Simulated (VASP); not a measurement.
## BP: the relaxed cell at several levels

Aim: relax BP at several levels and hold each cell against experiment. The levels: LDA, PBE, r2SCAN, PBE + D3(BJ), r2SCAN + rVV10, AM05, revPBE + D3(BJ) and BLYP + D3(BJ). LASPH is on for some levels and off for others; the table marks which. The start is a cell from a database of measured crystal structures.

Method: LDA; plane waves and PAW (B, P), in the first sound run; inputs show where later runs differ, in VASP 6.6.1.

**What experiment says.**

For BP, zinc blende (metal-flux-grown single crystal, 100 K), “Thermal expansion coefficients of high thermal conducting BAs and BP materials” (2019, arxiv:1906.04101) gives, by single-crystal XRD (Mo K-alpha): lattice constant a (cubic a at 100 K) 4.5383 ± 0.0008 Å.

Most raw output is cut from this account.

**1. The starting structure**

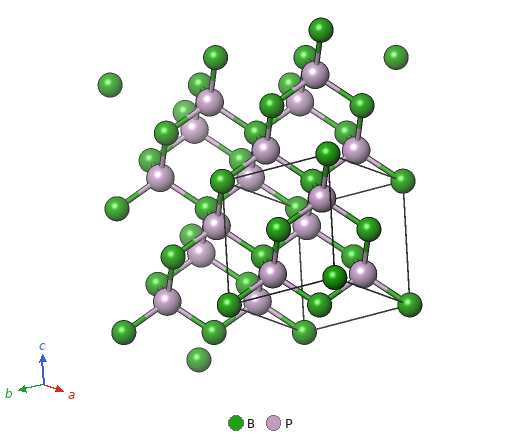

The starting structure, seen from a free direction (boron green, phosphorus pink). 1×2×2 cells are drawn. This picture shows the conventional cell, with its axes. Bonds to atoms that aren't drawn are left out. Some periodic images of atoms are drawn too.

Coordinates:

```xyz
2
Lattice="0.0000 2.2690 2.2690 2.2690 0.0000 2.2690 2.2690 2.2690 0.0000" Properties=species:S:1:pos:R:3 pbc="T T T"
B     0.0000    0.0000    0.0000
P     1.1345    1.1345    1.1345
```

**2. Relaxation with LDA**

Properties are meant for the cell that this level of theory prefers, so cell and atoms are relaxed first (ISIF = 3) until forces and stress are small; EDIFFG sets the threshold. LDA, the lowest rung, knows the local density alone.

INCAR

```
SYSTEM = BP
PREC = Accurate
ENCUT = 520
EDIFF = 1E-06
NELM = 100
ISMEAR = -1
SIGMA = 0.05
LREAL = .FALSE.
ALGO = Normal
GGA = CA
NBANDS = 10
LORBIT = 11
LWAVE = .FALSE.
LCHARG = .FALSE.
KPAR = 2
IBRION = 2
NSW = 60
ISIF = 3
EDIFFG = -0.01
```

POSCAR

```
BP
1.0
    0.0000000000      2.2690000000      2.2690000000
    2.2690000000      0.0000000000      2.2690000000
    2.2690000000      2.2690000000      0.0000000000
B P
1 1
Direct
    0.0000000000      0.0000000000      0.0000000000
    0.2500000000      0.2500000000      0.2500000000
```

KPOINTS

```
Automatic mesh
0
Gamma
10 10 10
0 0 0
```

Potentials, in the order of the species: B and P (PBE family, release 64).

The run is started by

```
> mpirun -np 2 vasp_std
```

Elapsed: 6 s, on 2 MPI ranks of Intel Xeon 6975P-C (Granite Rapids), shared host; peak memory 0.23 GiB.

The gap is read on the k-mesh alone, so it is an upper bound where the band edges lie off the mesh. The PAW data sets were made with PBE, though LDA sets exist; this is a small mismatch. The run keeps the 24 symmetry operations of its start, so it cannot find a distortion of lower symmetry.

Step by step:

```
step  energy less that of the first step (eV)  largest force (eV/Å)  pressure (GPa)  volume (Å³)
   1                                   0.0000                0.0000           -4.35        23.36
   2                                  -0.0033                0.0000            3.64        22.31
   3                                  -0.0084                0.0000           -0.01        22.76
```

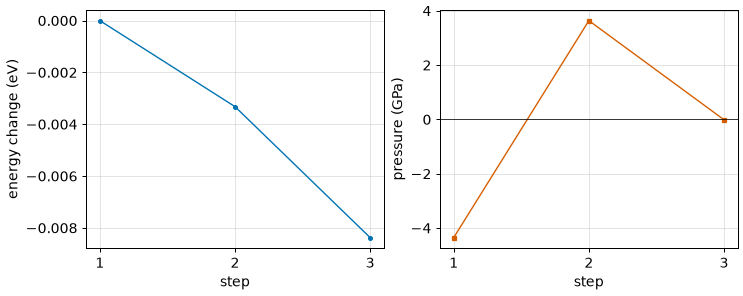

Energy and pressure along the relaxation.

```csv
"conventional cell, symmetrised",before,after,change
a (Å),4.538,4.499,-0.9 %
b (Å),4.538,4.499,-0.9 %
c (Å),4.538,4.499,-0.9 %
volume (Å³/atom),11.68,11.38,-2.6 %
```

Final coordinates:

```cif
data_structure
_symmetry_space_group_name_H-M 'P 1'
_symmetry_Int_Tables_number 1
_cell_length_a 3.1810
_cell_length_b 3.1810
_cell_length_c 3.1810
_cell_angle_alpha 60.000
_cell_angle_beta 60.000
_cell_angle_gamma 60.000
_cell_volume 22.76
loop_
_atom_site_label
_atom_site_type_symbol
_atom_site_fract_x
_atom_site_fract_y
_atom_site_fract_z
_atom_site_occupancy
B1 B 0.00000 0.00000 0.00000 1
P2 P 0.25000 0.25000 0.25000 1
```

Numbers from this step:

```yaml
electrons: 8
bands: 10
irreducible_k_points: 47
symmetry_operations: 24
free_energy_toten: -14.27 eV
fermi_energy: 8.134 eV
pressure: -0.01089 GPa
metallic: no
valence_top_at_k: 0, 0, 0
conduction_bottom_at_k: 0.4, 0.4, 0
least_direct_gap_at_k: 0, 0, 0
scf_cycles_over_all_ionic_steps: 25
gap_on_the_k_mesh: 1.166 eV
least_direct_gap_on_the_k_mesh: 3.423 eV
```

It ends with forces that vanish by symmetry and a pressure of -0.01 GPa. The volume lies -2.6 % from that of the database's start, which holds the thermal and zero-point expansion of its experiment. The conventional cell has a = 4.499 Å.

**3. Relaxation with PBE**

This step: PBE; plane waves and PAW (B, P) (VASP 6.6.1).

PBE, the usual starting point, adds the gradient of the density.

Changes to INCAR since step 2:

```diff
@@ -9,3 +9,3 @@
 ALGO = Normal
-GGA = CA
+GGA = PE
 NBANDS = 10
```

POSCAR is that of step 2.

KPOINTS is that of step 2.

The run is started by

```
> mpirun -np 2 vasp_std
```

The job ended after 5.4 s (2 MPI ranks; peak memory 0.26 GiB).

Step by step:

```csv
step,energy less that of the first step (eV),largest force (eV/Å),pressure (GPa),volume (Å³)
1,0.0000,0.0000,0.89,23.36
2,-0.0002,0.0000,-0.63,23.58
3,-0.0004,0.0000,0.01,23.49
```

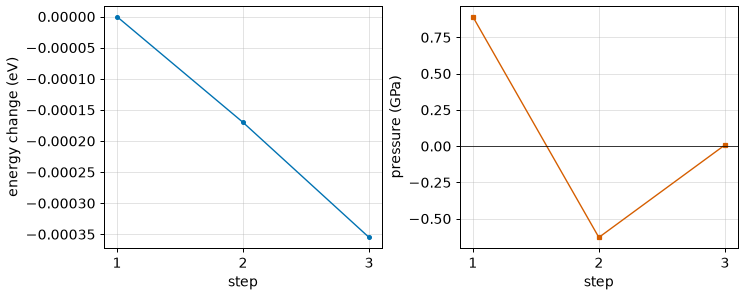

Energy and pressure along the relaxation.

| conventional cell, symmetrised | before | after | change |
| --- | --- | --- | --- |
| a (Å) | 4.538 | 4.546 | +0.2 % |
| b (Å) | 4.538 | 4.546 | +0.2 % |
| c (Å) | 4.538 | 4.546 | +0.2 % |
| volume (Å³/atom) | 11.68 | 11.75 | +0.5 % |

The relaxed structure:

```xyz
2
Lattice="0.0000 2.2731 2.2731 2.2731 0.0000 2.2731 2.2731 2.2731 0.0000" Properties=species:S:1:pos:R:3 pbc="T T T"
B     0.0000    0.0000    0.0000
P     1.1366    1.1366    1.1366
```

This step gave:

```yaml
free_energy_toten: -12.93 eV
fermi_energy: 7.973 eV
pressure: 0.008241 GPa
scf_cycles_over_all_ionic_steps: 23
gap_on_the_k_mesh: 1.247 eV
least_direct_gap_on_the_k_mesh: 3.393 eV
```

It ends at 11.75 Å³/atom, +0.5 % from the start, with 0.01 GPa left. The conventional cell has a = 4.546 Å.

**4. Relaxation with r2SCAN**

This step: r2SCAN; plane waves and PAW (B, P) (VASP 6.6.1).

r2SCAN adds the kinetic-energy density, costs more than a GGA and is run with LASPH.

Changes to INCAR since step 3:

```diff
@@ -9,3 +9,4 @@
 ALGO = Normal
-GGA = PE
+METAGGA = R2SCAN
+LASPH = .TRUE.
 NBANDS = 10
```

POSCAR is that of step 3.

KPOINTS is that of step 3.

The run is started by

```
> mpirun -np 2 vasp_std
```

Run time: 17 s. Hardware: 2 MPI ranks; peak memory 0.26 GiB; 33 s of CPU time.

The PAW data sets were made with PBE, which is usual practice but a small mismatch for other functionals.

The steps of the relaxation:

| step | energy less that of the first step (eV) | largest force (eV/Å) | pressure (GPa) | volume (Å³) |
| --- | --- | --- | --- | --- |
| 1 | 0.0000 | 0.0000 | -0.66 | 23.36 |
| 2 | -0.0001 | 0.0000 | 0.49 | 23.20 |
| 3 | -0.0002 | 0.0000 | 0.02 | 23.27 |

```
conventional cell, symmetrised  before  after  change
                         a (Å)   4.538  4.532  -0.1 %
                         b (Å)   4.538  4.532  -0.1 %
                         c (Å)   4.538  4.532  -0.1 %
              volume (Å³/atom)   11.68  11.63  -0.4 %
```

Final coordinates:

```xyz
2
Lattice="0.0000 2.2660 2.2660 2.2660 0.0000 2.2660 2.2660 2.2660 0.0000" Properties=species:S:1:pos:R:3 pbc="T T T"
B     0.0000    0.0000    0.0000
P     1.1330    1.1330    1.1330
```

It ends at 11.63 Å³/atom, -0.4 % from the start, with 0.02 GPa left. The conventional cell has a = 4.532 Å.

**5. Relaxation with PBE + D3(BJ)**

This step: PBE with D3(BJ); plane waves and PAW (B, P) (VASP 6.6.1).

A dispersion term adds the long-range attraction that semilocal functionals lack. D3 with Becke-Johnson damping keeps a finite attraction at short range.

Changes to INCAR since step 4:

```diff
@@ -9,4 +9,4 @@
 ALGO = Normal
-METAGGA = R2SCAN
-LASPH = .TRUE.
+GGA = PE
+IVDW = 12
 NBANDS = 10
```

POSCAR is that of step 4.

KPOINTS is that of step 4.

The run is started by

```
> mpirun -np 2 vasp_std
```

The job ended after 5.4 s (2 MPI ranks; peak memory 0.28 GiB).

The steps of the relaxation:

```csv
step,energy less that of the first step (eV),largest force (eV/Å),pressure (GPa),volume (Å³)
1,0.0000,0.0000,-3.56,23.36
2,-0.0025,0.0000,2.81,22.50
3,-0.0057,0.0000,0.00,22.86
```

```
conventional cell, symmetrised  before  after  change
                         a (Å)   4.538  4.505  -0.7 %
                         b (Å)   4.538  4.505  -0.7 %
                         c (Å)   4.538  4.505  -0.7 %
              volume (Å³/atom)   11.68  11.43  -2.2 %
```

Final coordinates:

```cif
data_structure
_symmetry_space_group_name_H-M 'P 1'
_symmetry_Int_Tables_number 1
_cell_length_a 3.1857
_cell_length_b 3.1857
_cell_length_c 3.1857
_cell_angle_alpha 60.000
_cell_angle_beta 60.000
_cell_angle_gamma 60.000
_cell_volume 22.86
loop_
_atom_site_label
_atom_site_type_symbol
_atom_site_fract_x
_atom_site_fract_y
_atom_site_fract_z
_atom_site_occupancy
B1 B 0.00000 0.00000 0.00000 1
P2 P 0.25000 0.25000 0.25000 1
```

It ends at 11.43 Å³/atom, -2.2 % from the start, with 0.00 GPa left. The conventional cell has a = 4.505 Å. Against plain PBE, the dispersion term moves a by -0.9 %.

**6. Relaxation with r2SCAN + rVV10**

This step: r2SCAN with rVV10; plane waves and PAW (B, P) (VASP 6.6.1).

LUSE_VDW switches on a nonlocal correlation term for dispersion.

Changes to INCAR since step 5:

```diff
@@ -9,4 +9,8 @@
 ALGO = Normal
-GGA = PE
-IVDW = 12
+METAGGA = R2SCAN
+LUSE_VDW = .TRUE.
+IVDW_NL = 2
+BPARAM = 11.95
+CPARAM = 0.0093
+LASPH = .TRUE.
 NBANDS = 10
```

POSCAR is that of step 5.

KPOINTS is that of step 5.

The run is started by

```
> mpirun -np 2 vasp_std
```

Wall time 59 s (2 MPI ranks); peak memory 0.41 GiB.

It ends at 11.60 Å³/atom, -0.7 % from the start, with 0.01 GPa left. The conventional cell has a = 4.527 Å. Against plain r2SCAN, the dispersion term moves a by -0.1 %.

**7. Relaxation with AM05**

This step: AM05; plane waves and PAW (B, P) (VASP 6.6.1).

AM05 is built from the electron gas and the surface model, and does well on lattice constants.

Changes to INCAR since step 6:

```diff
@@ -9,8 +9,3 @@
 ALGO = Normal
-METAGGA = R2SCAN
-LUSE_VDW = .TRUE.
-IVDW_NL = 2
-BPARAM = 11.95
-CPARAM = 0.0093
-LASPH = .TRUE.
+GGA = AM
 NBANDS = 10
```

POSCAR is that of step 6.

KPOINTS is that of step 6.

The run is started by

```
> mpirun -np 2 vasp_std
```

The job ended after 8 s (2 MPI ranks; peak memory 0.26 GiB; 15 s of CPU time).

It ends at 11.54 Å³/atom, -1.2 % from the start, with 0.00 GPa left. The conventional cell has a = 4.519 Å.

**8. Relaxation with revPBE + D3(BJ)**

This step: revPBE with D3(BJ); plane waves and PAW (B, P) (VASP 6.6.1).

revPBE by itself binds more weakly than PBE and expands cells; dispersion terms fitted to it are the larger for that.

Changes to INCAR since step 7:

```diff
@@ -9,3 +9,4 @@
 ALGO = Normal
-GGA = AM
+GGA = RE
+IVDW = 12
 NBANDS = 10
```

POSCAR is that of step 7.

KPOINTS is that of step 7.

The run is started by

```
> mpirun -np 2 vasp_std
```

Wall time 6.8 s (2 MPI ranks); peak memory 0.28 GiB.

It ends at 11.24 Å³/atom, -3.7 % from the start, with -0.01 GPa left. The conventional cell has a = 4.481 Å.

**9. Relaxation with BLYP + D3(BJ)**

This step: BLYP with D3(BJ); plane waves and PAW (B, P) (VASP 6.6.1).

BLYP comes from molecular chemistry and underbinds dense solids.

Changes to INCAR since step 8:

```diff
@@ -9,4 +9,12 @@
 ALGO = Normal
-GGA = RE
+GGA = B5
+ALDAX = 1
+AGGAX = 1
+AGGAC = 1
+ALDAC = 0
 IVDW = 12
+VDW_S6 = 1
+VDW_S8 = 2.6996
+VDW_A1 = 0.4298
+VDW_A2 = 4.2359
 NBANDS = 10
```

POSCAR is that of step 8.

KPOINTS is that of step 8.

The run is started by

```
> mpirun -np 2 vasp_std
```

Elapsed: 12 s, on 2 MPI ranks; peak memory 0.28 GiB.

It ends at 11.42 Å³/atom, -2.2 % from the start, with 0.00 GPa left. The conventional cell has a = 4.504 Å.

**10. The cells as a table**

This step: relaxed cells at several levels; plane waves and PAW (VASP 6.6.1).

Derived from the runs above.

Lengths are those of the conventional cell; cost is the wall time of each run, as given at its step, times its ranks, without the set-up around it; LASPH differs between rows, which moves results and costs too. Results by level, by row:

```csv
level,volume (Å³/atom),change from the start (%),a (Å),cost (core minutes),LASPH
LDA,11.38,-2.6,4.499,0.2,off
PBE,11.75,0.5,4.546,0.18,off
r2SCAN,11.63,-0.4,4.532,0.573,on
PBE + D3(BJ),11.43,-2.2,4.505,0.18,off
r2SCAN + rVV10,11.6,-0.7,4.527,1.97,on
AM05,11.54,-1.2,4.519,0.267,off
revPBE + D3(BJ),11.24,-3.7,4.481,0.227,off
BLYP + D3(BJ),11.42,-2.2,4.504,0.393,off
```

**11. Outcome**

| Property | Result |
| --- | --- |
| volume, LDA | 11.38 Å³/atom |
| volume, PBE | 11.75 Å³/atom |
| volume, r2SCAN | 11.63 Å³/atom |
| volume, PBE + D3(BJ) | 11.43 Å³/atom |
| volume, r2SCAN + rVV10 | 11.60 Å³/atom |
| volume, AM05 | 11.54 Å³/atom |
| volume, revPBE + D3(BJ) | 11.24 Å³/atom |
| volume, BLYP + D3(BJ) | 11.42 Å³/atom |

What this shows: For BP the levels give volumes between 11.24 Å³/atom (revPBE + D3(BJ)) and 11.75 Å³/atom (PBE), a spread of 4.5 %, while the cost of the finished runs spans a factor of 11. Within 1 % of experiment on every length: LDA, PBE, r2SCAN, PBE + D3(BJ), r2SCAN + rVV10, AM05 and BLYP + D3(BJ). The nearest, r2SCAN, took 3.2 times the core time of PBE and lowers the largest miss from 0.18 to 0.14 %. Thermal and zero-point expansion, often some tenths of a per cent in length, bear on this order: with the measured lengths lowered by an assumed 0.4 % the nearest becomes AM05. The costs hold the number of ionic steps as well as the price of the functional. The closing table has room for seven levels; BLYP + D3(BJ) stands in the table of levels alone. Adding D3(BJ) to PBE changes the volume by -2.7 % (a by -0.9 %). Adding rVV10 to r2SCAN changes the volume by -0.3 % (a by -0.1 %). Within 0.02 Å all end in space group F-43m; the runs can't lower the symmetry of the start. LASPH is on for some levels and off for others, so differences between them are not the functional's alone. Each is a single relaxation on the plane waves of the start cell, so larger changes of volume carry a basis-set error that was not tested here.

Calculation against experiment:

```
              quantity  measured             LDA             PBE          r2SCAN    PBE + D3(BJ)  r2SCAN + rVV10            AM05  revPBE + D3(BJ)
lattice constant a (Å)    4.5383  4.499 (-0.9 %)  4.546 (+0.2 %)  4.532 (-0.1 %)  4.505 (-0.7 %)  4.527 (-0.3 %)  4.519 (-0.4 %)   4.481 (-1.3 %)
```

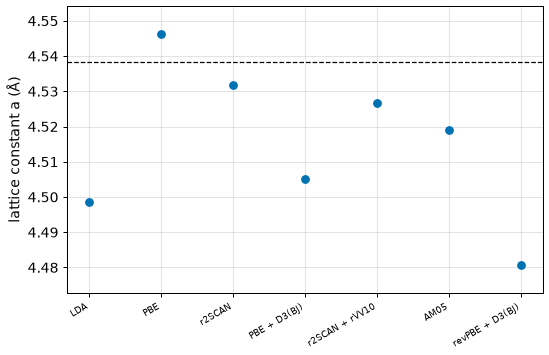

The lattice constant a by level; the dashed line is the measured value.

Measured values from arxiv:1906.04101 (2019).

Verdict: For the lattice constant a, of the levels listed nearest comes r2SCAN (-0.1 %, good agreement) and farthest revPBE + D3(BJ) (-1.3 %, fair agreement). The grades are ours: good and fair within 0.7 and 1.5 % for the lattice constant a. Zero-point motion and thermal expansion (measured at up to 100 K) are not in the computed lattice constants.

[Lines on the potential files, build, host, timing and source positions are cut from VASP's logs without a mark.]

[Logs are printed without paths, hosts, clocks, repeated set-up lines and the standing remarks that a program may print on its own settings, such as how far it seeks lower states.]

[Hosts, paths, dates, database ids (printed as entryN), source tags and the programs' standing remarks are cut or masked in the printed files.]

[A measured line is paired with the nearest computed mode of its activity, which favours agreement.]
